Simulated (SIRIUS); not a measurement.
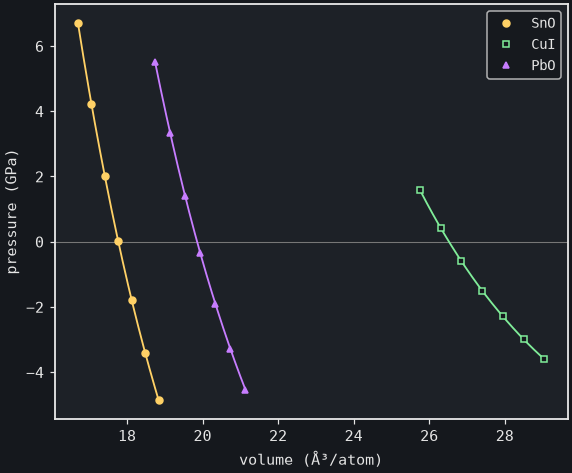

Plotted: pressure against volume, with one curve for each compound, for CuI, PbO and SnO (all in space group P4/nmm (No. 129)).

Method: plane-wave DFT, no spin polarisation; energies at scaled volumes of the given cell, shape and fractions fixed, counted from the fit's minimum, third-order Birch-Murnaghan fit (SIRIUS 7.12.0). Level: PBEsol.

occupations Fermi–Dirac; smearing width 0.05 eV; potentials dojo sr pbesol 0.4.1 standard.

Settings that differ: SnO: density cutoff 4610 eV, wave cutoff 1150 eV, k mesh 7×7×6; CuI: density cutoff 5020 eV, wave cutoff 1250 eV, k mesh 7×7×4; PbO: density cutoff 4610 eV, wave cutoff 1150 eV, k mesh 7×7×6.

Q: Order the curves by fitted equilibrium volume, smallest first.

A: SnO 17.775, PbO 19.861, CuI 26.529 Å³/atom.

Q: Order the curves by fitted bulk modulus, smallest first.

A: CuI 50.0, PbO 83.7, SnO 94.5 GPa.

Limits of the calculation: spin-orbit coupling left out, heavy elements (PbO); shape and atomic fractions are frozen while scaling, which makes layered, chain and framework solids too stiff.

The computed values:

SnO:
```json
{"volume (Å³/atom)": "16.70", "pressure (GPa)": "6.70"}
{"volume (Å³/atom)": "17.06", "pressure (GPa)": "4.23"}
{"volume (Å³/atom)": "17.41", "pressure (GPa)": "2.01"}
{"volume (Å³/atom)": "17.77", "pressure (GPa)": "0.01"}
{"volume (Å³/atom)": "18.12", "pressure (GPa)": "-1.79"}
{"volume (Å³/atom)": "18.48", "pressure (GPa)": "-3.40"}
{"volume (Å³/atom)": "18.84", "pressure (GPa)": "-4.85"}
```

CuI:
```json
{"volume (Å³/atom)": "25.76", "pressure (GPa)": "1.58"}
{"volume (Å³/atom)": "26.30", "pressure (GPa)": "0.42"}
{"volume (Å³/atom)": "26.85", "pressure (GPa)": "-0.60"}
{"volume (Å³/atom)": "27.40", "pressure (GPa)": "-1.50"}
{"volume (Å³/atom)": "27.95", "pressure (GPa)": "-2.29"}
{"volume (Å³/atom)": "28.50", "pressure (GPa)": "-2.99"}
{"volume (Å³/atom)": "29.05", "pressure (GPa)": "-3.60"}
```

PbO:
```json
{"volume (Å³/atom)": "18.74", "pressure (GPa)": "5.51"}
{"volume (Å³/atom)": "19.14", "pressure (GPa)": "3.34"}
{"volume (Å³/atom)": "19.54", "pressure (GPa)": "1.39"}
{"volume (Å³/atom)": "19.94", "pressure (GPa)": "-0.35"}
{"volume (Å³/atom)": "20.34", "pressure (GPa)": "-1.90"}
{"volume (Å³/atom)": "20.74", "pressure (GPa)": "-3.29"}
{"volume (Å³/atom)": "21.14", "pressure (GPa)": "-4.54"}
```
